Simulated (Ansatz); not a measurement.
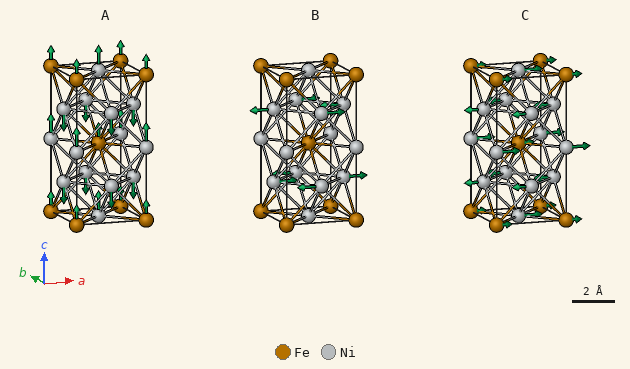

Modes of solid FeNi3, space group I4/mmm (No. 139), at the zone centre (one member of each degenerate set). The green arrows are the displacements of the atoms (eigenvector over the root of the mass), of arbitrary overall length and sign. The picture is a ball-and-stick view of the conventional cell (2 times the calculation's cell), seen slightly off an axis. Lengths and directions refer to the drawn axes.

Method: DFT PBE, scalar-relativistic, plane waves, PAW in Ansatz.

The frequencies depend somewhat on the k-mesh and the smearing.

Q: Give the symmetry species and the selection rules of each.

A: A is A₂u, infrared-active by symmetry (266 cm⁻¹). B is E_g, Raman-active by symmetry (243 cm⁻¹). C is E_u, infrared-active by symmetry (205 cm⁻¹). The crystal has a centre of inversion, so no mode is both. In a metal the free carriers screen the infrared response.
